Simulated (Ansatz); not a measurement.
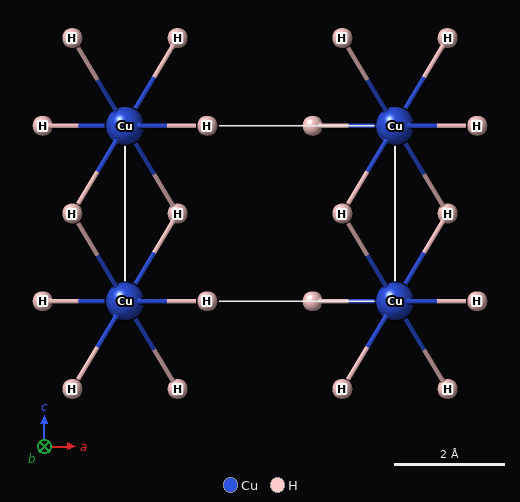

This is the input geometry for a relaxation of crystalline CuH$_{4}$ (a generated structure, set up in Cmmm) (coarse preliminary run). Style: ball-and-stick. Shown: the cell of the calculation, along the b axis.

Computed with Ansatz, DFT PBE, scalar-relativistic, plane waves, PAW.

The input:
```yaml
crystal:
  lattice:
    - [3.48118707, -3.48118707, 0.0]
    - [3.48118707, 3.48118707, 0.0]
    - [0.0, 0.0, 3.20004228]
  atoms:
    - { symbol: Cu, position: [0.0, 0.0, 0.0] }
    - { symbol: H, position: [0.695, 0.305, 0.0] }
    - { symbol: H, position: [0.305, 0.695, 0.0] }
    - { symbol: H, position: [0.805, 0.805, 0.5] }
    - { symbol: H, position: [0.195, 0.195, 0.5] }
basis:
  ecutwfc: 420
kpoints:
  mp_grid: { grid: [4, 4, 6] }
hamiltonian:
  xc: pbe
scf:
  occupations: { method: gaussian, width: 0.1 }
  lower_state_search: "off"
output:
  forces: true
  stress: true
  eigenvalues: true
relax:
  adjacent_minimum: "off"
  f_tol: 0.04
  max_steps: 70
  cell: { stress_tol: 0.4 }
```

Run as
```bash
ansatz run input.yaml --threads 1 --pin off --max-ram 2048MiB --backend cpu --events-out ev --progress --plain --runs-dir out
```

**What does the optimiser find from here?**

The largest moves relative to the cell, 0.29 Å, are those of H2 and H3. H3 goes along [−1 1 0]. Cu stays in place. The volume changes by −41.3 %, with a = b 4.923 → 4.354 Å (−11.6 %), c 3.200 → 2.409 Å (−24.7 %), γ 90.0° → 85.9°. Near-neighbour distances that change, for instance: Cu1–Cu1 3.200 → 2.409 Å, Cu1–H2 2.124 → 1.519 Å, Cu1–H4 2.098 → 1.634 Å. The space group stays Cmmm (No. 65). Over 10 accepted moves (11 points after the start) the energy falls by 767 meV per atom. Largest force component: 1.4 eV/Å at the start, 0.0049 eV/Å at the end. The pressure goes from −13.92 to −0.13 GPa. The SCF was repeated once at an unchanged geometry on a basis and grid sized afresh for the cell, which shifted the energy by 1.8 meV per atom at most. The run took 15 s on 1 thread of Intel(R) Xeon(R) 6975P-C (Granite Rapids) (shared host), peak memory 0.42 GiB.

Step by step:

| step | E − E(0), meV/atom | largest force component, eV/Å | pressure, GPa | volume, Å³/atom | note |
| --- | --- | --- | --- | --- | --- |
| 0 | 0.00 | 1.3924 | -13.92 | 15.512 |  |
| 1 | -316.11 | 1.6997 | -13.85 | 13.796 |  |
| 2 | -591.18 | 1.0707 | -10.35 | 12.334 |  |
| 3 | -695.19 | 0.1756 | -4.51 | 11.287 |  |
| 4 | -742.54 | 0.2914 | -2.06 | 10.630 |  |
| 5 | -767.09 | 0.1219 | 0.13 | 9.962 |  |
| 6 | -767.94 | 0.0442 | -0.13 | 9.805 |  |
| 7 | -768.14 | 0.0122 | -0.16 | 9.748 |  |
| 8 | -768.45 | 0.0236 | -0.09 | 9.587 |  |
| 9 | -769.03 | 0.0426 | 0.09 | 9.152 |  |
| 10 | -769.15 | 0.0028 | -0.01 | 9.111 |  |
| 11 | -767.37 | 0.0049 | -0.13 | 9.111 | same geometry, new basis |

Final geometry:

```
Cu H
1.0
     3.18560   -2.96758    0.00000
     3.18560    2.96758    0.00000
     0.00000    0.00000    2.40937
Cu H
1 4
Cartesian
  0.0000 0.0000 0.0000
  3.1856 -1.4482 0.0000
  3.1856 1.4482 0.0000
  5.2674 0.0000 1.2047
  1.1038 0.0000 1.2047
```

The end point in the same view:

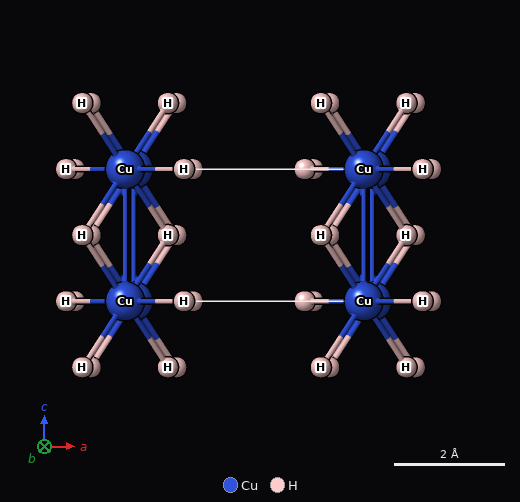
